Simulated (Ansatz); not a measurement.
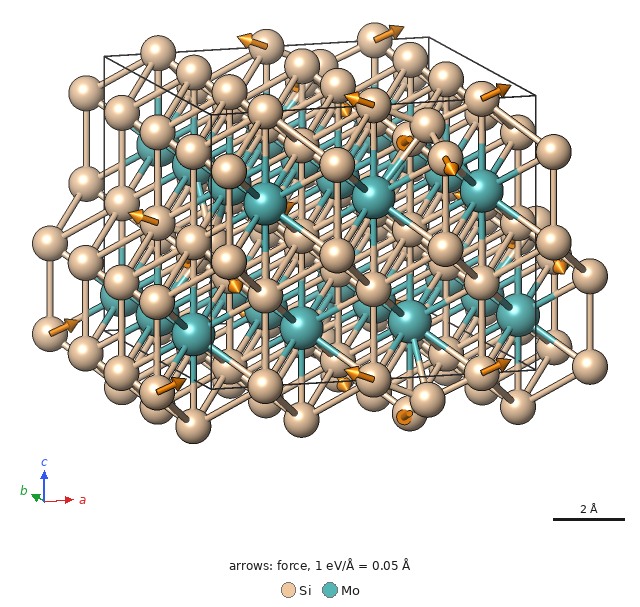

Starting geometry of a defect cell of composition Si19Mo9 with the computed forces as orange arrows. Style: ball-and-stick. Shown: the conventional cell (2 times the calculation's cell) (origin shifted), slightly off an axis. Lengths and directions refer to the drawn axes.

Case: Si interstitial, charge +0, atoms relaxed at the host's cell.

Level of theory: DFT PBE, scalar-relativistic, plane waves, PAW (Ansatz). Settings: plane-wave cutoff 420 eV; k-point mesh 4 × 4 × 4; occupations gaussian; smearing width 0.1 eV; no spin polarisation; atoms relaxed in a fixed cell; force threshold 0.025 eV/Å; at most 45 steps.

What follows when this structure is relaxed?

It isn't relaxed: the largest force vector, on Si atoms, is 19.25 eV/Å. The atoms end up moving mostly along the starting forces (cosine between the two patterns 0.87). The largest moves, 0.47 Å, are those of Si atoms. Largest moves by element: Si 0.47 Å, Mo 0.03 Å. The cell stays as it was. Some distances before and after: Si–Si 2.640 → 3.192 Å, Si–Si 3.217 → 2.751 Å, Si–Si 1.742 → 2.167 Å, Mo–Si 2.619 → 2.959 Å. After 6 geometry steps the energy has fallen by 13.140 eV per cell of the calculation. The largest force component goes from 18 to 0.0034 eV/Å.

Limits of the set-up: the periodic images lie only 7.9 Å apart, so the values are limited by the cell's size.
